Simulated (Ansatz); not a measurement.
# Single-point calculation of Rh (part 1 of 2)

Rh (slab, 7 atoms in the cell), computed with DFT, PBE, all-electron LAPW, scalar-relativistic, no spin polarisation (Ansatz 0.2.0).

Figures and captions count atoms from 1; the log counts them from 0 in places.

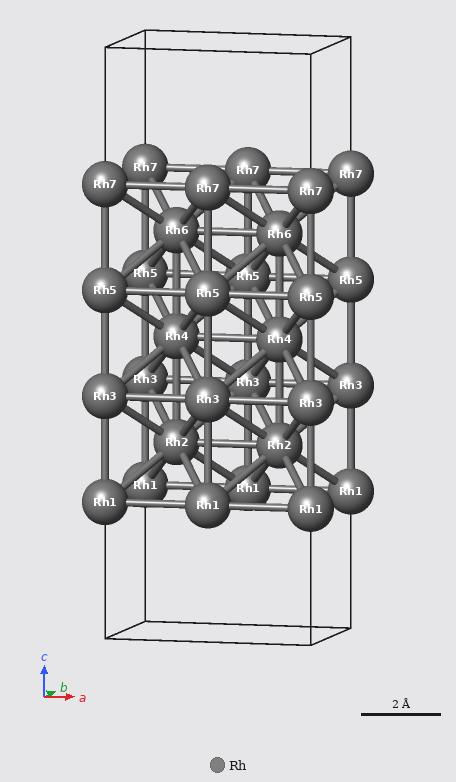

*The structure as given in the input (ball-and-stick view of the 2 × 1 repeat of the cell, with the vacuum cut short, seen slightly off an axis; atoms are numbered from 1 in the order of the input).*

Near neighbours in the crystal (not all of them lie inside the picture): Rh has 7 Rh at 2.71 Å; Rh has 11 Rh at 2.71 Å; Rh has 12 Rh at 2.71 Å.

### Input
```yaml
crystal:
  lattice:
    - [2.7095956933, 0.0, 0.0]
    - [0.0, 3.831946978, 0.0]
    - [0.0, 0.0, 24.1288]
  atoms:
    - { symbol: Rh, position: [0.0, 0.0, 0.3315542613] }
    - { symbol: Rh, position: [0.5, 0.5, 0.3877028409] }
    - { symbol: Rh, position: [0.0, 0.0, 0.4438514204] }
    - { symbol: Rh, position: [0.5, 0.5, 0.5] }
    - { symbol: Rh, position: [0.0, 0.0, 0.5561485796] }
    - { symbol: Rh, position: [0.5, 0.5, 0.6122971591] }
    - { symbol: Rh, position: [0.0, 0.0, 0.6684457387] }
kpoints:
  mp_grid: { grid: [12, 9, 1] }
scf:
  occupations: { method: fermi_dirac, width: 0.1 }
hamiltonian:
  xc: pbe
  pseudopotentials: { kind: all_electron, lapw: { basis_error: 0.001 } }
output:
  forces: true
  stress: true
  eigenvalues: true
  populations: true
  dos: { projected: true, de: 0.2, e_range: [-14, 8] }
efield:
  axis: 3
  amplitude: 0
  dipole_correction: true
```

Run on 3 threads of Intel Xeon @ 2.90GHz (Ice Lake), 12 GiB of memory available, shared host.

Launched with:
```bash
ansatz run input.yaml --threads 3 --pin off --max-ram 8192MiB --backend cpu --events-out ev --progress --plain --runs-dir out
```

### Log
```
Rh: projections on atomic orbitals take those of the free atom 1s2 2s2 2p6 3s2 3p6 3d10 4s2 4p6 4d8 5s1, of charge +0.00 (hamiltonian.pseudopotentials.projection_atoms)
LAPW: plane waves up to 8.453 Å⁻¹, error target 1.0e-3 eV per atom; small_component_spin mean_spin; Rh in spheres of 1.355 Å, 27 of its electrons in bands, Dirac shells [] (how accurate: hamiltonian.pseudopotentials.lapw.basis_error, Limitations)
Engine: ansatz 0.2.0, x86_64-unknown-linux-gnu
Pseudopotentials: kind: all_electron
Pseudopotential: Rh, LAPW, valence charge 27, lapw/all_electron/scalar/gaussian/Rh, Koelling and Harmon's equation, gaussian nucleus
Functional definition: PBE
  parameter kappa = 0.804
  parameter beta = 0.06672455060314922
  exchange = pbe_x(kappa = kappa, mu = beta*pi^2/3)
  correlation = pbe_c(beta = beta)
Crystal: 7 atoms, lattice volume = 250.530 Å³
Basis set: ecut = 272.2240506641192 eV, 2549 PW (Γ), exchange–correlation at level 2
Bands: 114, of which v1, the nominal top of the filled ones, is band 95 counted from 1 (94 counted from 0)
Symmetry: 4 space group operations
k-points: 35 of 108
Non-local potential: Rh, projectors of the file, none
Initial density: superposition of atomic densities (neutral atoms: chi_scale 0, normalization atom)
Initial wavefunctions: plane waves of lowest kinetic energy (no species holds an atomic orbital)
Functional: x = pbe(κ = 0.804, μ = 0.2195149727645171), c = pbe(β = 0.06672455060314922)
iter 1 solved again at ethr=3.30e-3 eV; its pass at ethr=1.00e-1 eV (dr2=6.23e0 eV) is discarded
SCF iter   1: F=—  HF=-911311.181947 eV  |F-HF|=—  |Δ(HF+E_count)|=         —  Δρ=2.53e-2  dr2=6.23e0  ethr=3.30e-3  p=0.000 e·Å  D=7.33e-14 V/Å  ΔV_dip=-0.00 eV  dr2_dipole=1.21e-12  V_vac-E_F(+/−)=5.79/5.79 eV  ⟨swp⟩=2.1  Hψ=24848  notcnv=0
efield: sawtooth ramp at fractional position 0.9500 (placed from the atoms, in the widest stretch of the axis that holds none; the zero of the levels goes with the place), width 0.1000; the density the first Hamiltonian is built on has a dipole p = 0.000 e·Å; the dipole correction subtracts the counter field D = 3.47e-14 V/Å, which shifts the + side's vacuum level by -0.00 eV against the − side's; the planar-averaged density in the ramp window peaks in size at 1.5e-6 e/Å³
preconditioner: auto → LDOS  [metal: Δε(μ)=0.010 eV  Ē_g=7.830 eV  σ=0.100 eV  W_gap=0.03  n_scr=66 (ndim 8)  ℏωp=18.6 eV  f_vac=0.559  D(μ)=11.95/eV (n_scr^D=106)  β→1.0]
SCF iter   2: F=—  HF=-911311.782180 eV  |F-HF|=—  |Δ(HF+E_count)|=   6.00e-1  Δρ=1.91e-2  dr2=2.00e0  ethr=3.30e-3  p=-0.000 e·Å  D=-4.41e-6 V/Å  ΔV_dip=0.00 eV  dr2_dipole=1.69e-9  V_vac-E_F(+/−)=4.81/4.81 eV  ⟨swp⟩=3.0  Hψ=12459  notcnv=0
iter 3 solved again at ethr=2.01e-5 eV; its pass at ethr=1.06e-3 eV (dr2=3.80e-2 eV) is discarded
SCF iter   3: F=—  HF=-911307.979940 eV  |F-HF|=—  |Δ(HF+E_count)|=    3.80e0  Δρ=3.13e-3  dr2=3.81e-2  ethr=2.01e-5  p=-0.000 e·Å  D=-7.85e-7 V/Å  ΔV_dip=0.00 eV  dr2_dipole=4.83e-10  V_vac-E_F(+/−)=4.99/4.99 eV  ⟨swp⟩=2.0  Hψ=21634  notcnv=0
SCF iter   4: F=—  HF=-911307.994464 eV  |F-HF|=—  |Δ(HF+E_count)|=         —  Δρ=1.22e-3  dr2=7.82e-3  ethr=2.01e-5  p=-0.000 e·Å  D=-6.51e-7 V/Å  ΔV_dip=0.00 eV  dr2_dipole=3.69e-10  V_vac-E_F(+/−)=4.78/4.78 eV  ⟨swp⟩=2.7  Hψ=11815  notcnv=0
the basis was enlarged: its passes take 1.6 MiB over the memory plan, 3 of 3 planned eigensolver slots
SCF iter   5: F=—  HF=-911307.993751 eV  |F-HF|=—  |Δ(HF+E_count)|=   7.13e-4  Δρ=5.68e-4  dr2=2.20e-3  ethr=4.14e-6  p=-0.000 e·Å  D=-1.91e-7 V/Å  ΔV_dip=0.00 eV  dr2_dipole=4.98e-11  V_vac-E_F(+/−)=4.75/4.75 eV  ⟨swp⟩=3.0  Hψ=11939  notcnv=0
SCF iter   6: F=—  HF=-911307.994003 eV  |F-HF|=—  |Δ(HF+E_count)|=   2.52e-4  Δρ=2.55e-4  dr2=3.18e-4  ethr=1.16e-6  p=-0.000 e·Å  D=-9.98e-8 V/Å  ΔV_dip=0.00 eV  dr2_dipole=1.99e-12  V_vac-E_F(+/−)=4.71/4.71 eV  ⟨swp⟩=2.6  Hψ=11768  notcnv=0
SCF iter   7: F=—  HF=-911307.994016 eV  |F-HF|=—  |Δ(HF+E_count)|=   1.32e-5  Δρ=6.63e-5  dr2=2.32e-5  ethr=1.68e-7  p=-0.000 e·Å  D=-1.91e-8 V/Å  ΔV_dip=0.00 eV  dr2_dipole=1.18e-12  V_vac-E_F(+/−)=4.69/4.69 eV  ⟨swp⟩=3.0  Hψ=12028  notcnv=0
SCF iter   8: F=—  HF=-911307.994009 eV  |F-HF|=—  |Δ(HF+E_count)|=   7.17e-6  Δρ=2.58e-5  dr2=3.52e-6  ethr=1.23e-8  p=-0.000 e·Å  D=-6.56e-9 V/Å  ΔV_dip=0.00 eV  dr2_dipole=1.16e-12  V_vac-E_F(+/−)=4.68/4.68 eV  ⟨swp⟩=3.0  Hψ=12413  notcnv=0
SCF iter   9: F=—  HF=-911307.994012 eV  |F-HF|=—  |Δ(HF+E_count)|=   2.96e-6  Δρ=6.30e-6  dr2=2.18e-7  ethr=1.86e-9  p=-0.000 e·Å  D=-2.47e-9 V/Å  ΔV_dip=0.00 eV  dr2_dipole=6.72e-15  V_vac-E_F(+/−)=4.68/4.68 eV  ⟨swp⟩=3.0  Hψ=12224  notcnv=0
SCF iter  10: F=-911307.994012 eV  HF=-911307.994012 eV  |F-HF|=1.12e-8  |Δ(HF+E_count)|=   9.78e-9  Δρ=2.18e-6  dr2=2.05e-8  ethr=1.15e-10  p=-0.000 e·Å  D=-1.94e-9 V/Å  ΔV_dip=0.00 eV  dr2_dipole=9.63e-16  V_vac-E_F(+/−)=4.68/4.68 eV  ⟨swp⟩=3.0  Hψ=11854  notcnv=0
SCF 1 converged in 10 iterations: F = -911307.994012 eV  dr2 = 2.05e-8
```

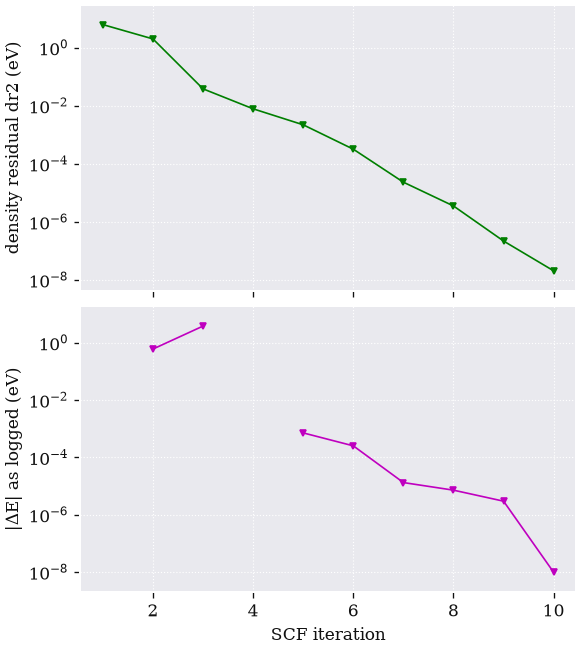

*Convergence of the self-consistent field: density residual dr2 and size of the energy change against the SCF iteration.*

The residual falls at every step.

```
SCF converged after 10 iterations
Free energy (F): -911307.994012 eV
Harris-Foulkes:  -911307.994012 eV  (|F-HF|=1.12e-8)
Internal energy: -911307.574542 eV  (E = F + TS)
E sigma→0 (E₀):  -911307.784277 eV
Entropy (-TS):   -0.419470 eV (-59.924 meV/atom)
Fermi energy:    6.541799 eV
Dipole field:    D = -0.000000 V/Å  (p = -0.000000 e·Å, saw-weighted, corrected)
Work function:   Φ+ = 4.6777 eV   Φ− = 4.6777 eV
Levels:          The Fermi level and band energies are counted from a zero that moves with the ramp; work functions are not
--- Per-component energies (eV) ---
  E_band       = -22745.289756
  E_kinetic    = 949320.846595
  E_xc         = -26457.980405
  E_efield     = 0.000000  (sawtooth field / dipole correction)
  E_electrostatic = -1834170.440731  (all electrons and nuclei)
  E_smearing   = -0.419470  (= −TS)
  E_closure    = 0.000000  (closes the sum)
  E_atoms      = -911260.186101  (free atoms, spherical and without spin; not in F)
  Σ components = -911307.994012   (vs F -911307.994012, Δ=0.00e0)
  Basis errors (estimates in eV, not in F): energy 3.0e-4 per atom: plane waves 2.6e-4 (1.4e-4 summed), levels above the bands 2.9e-42, relativity 6.2e-8, radial functions 4.5e-5, core shells 2.5e-7; eigenvalues (radial functions only) 7.3e-7; not estimated: angular momenta, meshes, grids; target (lapw.basis_error) 1.0e-3; muffin-tin radii Rh 1.355 Å
--- Forces (eV/Å), atoms counted from 1 ---
  atom   1  Rh     0.00000000     0.00000000     0.94804335
  atom   2  Rh     0.00000000     0.00000000    -0.53656100
  atom   3  Rh     0.00000000     0.00000000    -0.17255699
  atom   4  Rh     0.00000000     0.00000000    -0.00000002
  atom   5  Rh     0.00000000     0.00000000     0.17255691
  atom   6  Rh     0.00000000     0.00000000     0.53656090
  atom   7  Rh     0.00000000     0.00000000    -0.94804318
  max |Σ_I F_I| component: 4.63e-8 eV/Å
--- Stress (GPa, compression-positive) ---
       -3.070429       0.000000       0.000000
        0.000000      -2.812725       0.000000
        0.000000       0.000000      -2.768487
  P = ⅓ Tr σ = -2.8839 GPa (-28.839 kbar)
--- Band table (eV; the first three rows and the last of 35) ---
  k-point 0: bands = ["-290.3640", "-290.3640", "-290.3585", "-290.3585", "-290.3464", "-290.3464", "-290.3303", "-290.3303", "-290.3288", "-290.3288", "-290.2973", "-290.2973", "-290.2855", "-290.2791", "-290.2791", "-290.2755", "-290.2753", "-290.2739", "-290.2739", "-290.2568", "-290.2568", "-290.2561", "-290.2477", "-290.2475", "-290.2475", "-289.6230", "-289.6230", "-289.6084", "-289.6084", "-289.5601", "-289.5601", "-289.5066", "-289.5066", "-289.5046", "-289.5046", "-72.2520", "-72.2135", "-72.1241", "-72.1081", "-72.1067", "-71.4659", "-71.4659", "-40.3417", "-40.2270", "-40.2232", "-40.1532", "-40.0529", "-40.0325", "-39.9761", "-39.9205", "-39.9172", "-39.9070", "-39.8322", "-39.8101", "-39.7925", "-39.7857", "-39.7560", "-39.3007", "-39.3006", "-39.2722", "-39.2698", "-39.2698", "-39.2687", "-0.7638", "0.4255", "0.7503", "1.1542", "1.3776", "1.7623", "2.1106", "2.1556", "2.6572", "2.9259", "2.9696", "3.2447", "3.4614", "3.6265", "3.6634", "3.7750", "3.7944", "4.0987", "4.2096", "4.2887", "4.3945", "4.8851", "4.9236", "5.0336", "5.4030", "5.4739", "5.5469", "5.6372", "5.8120", "5.8386", "5.9425", "6.2954", "6.5099", "6.6120", "6.9008", "6.9459", "7.1683", "7.3149", "7.4467", "9.0180", "10.7223", "10.8578", "11.1019", "12.0787", "12.3175", "13.1512", "14.1609", "14.3263", "15.7829", "16.4955", "17.0187"]
  k-point 1: bands = ["-290.3640", "-290.3640", "-290.3585", "-290.3585", "-290.3464", "-290.3464", "-290.3303", "-290.3303", "-290.3288", "-290.3288", "-290.2973", "-290.2973", "-290.2855", "-290.2791", "-290.2791", "-290.2755", "-290.2753", "-290.2739", "-290.2739", "-290.2568", "-290.2568", "-290.2561", "-290.2477", "-290.2475", "-290.2475", "-289.6230", "-289.6230", "-289.6084", "-289.6084", "-289.5601", "-289.5601", "-289.5066", "-289.5066", "-289.5046", "-289.5046", "-72.2490", "-72.2121", "-72.1256", "-72.1094", "-72.1078", "-71.4661", "-71.4661", "-40.3320", "-40.2563", "-40.2506", "-40.1163", "-40.0706", "-40.0037", "-39.9696", "-39.9298", "-39.9165", "-39.8901", "-39.8316", "-39.8146", "-39.7957", "-39.7909", "-39.7623", "-39.3027", "-39.3022", "-39.2706", "-39.2706", "-39.2697", "-39.2669", "-0.6138", "0.5032", "0.8330", "1.2164", "1.4197", "1.5732", "2.0276", "2.1496", "2.4751", "3.1168", "3.2418", "3.2653", "3.4654", "3.6663", "3.8255", "3.9103", "3.9299", "4.1875", "4.1888", "4.1931", "4.3816", "4.5096", "4.8469", "5.3430", "5.3868", "5.4156", "5.4859", "5.5800", "5.7997", "5.8439", "6.1298", "6.3300", "6.3730", "6.7434", "6.8177", "6.8735", "7.2257", "7.3219", "7.3478", "9.0160", "10.1772", "10.7672", "11.2191", "12.1333", "12.2969", "12.4178", "14.0392", "14.2466", "14.8955", "16.4801", "16.7239"]
```
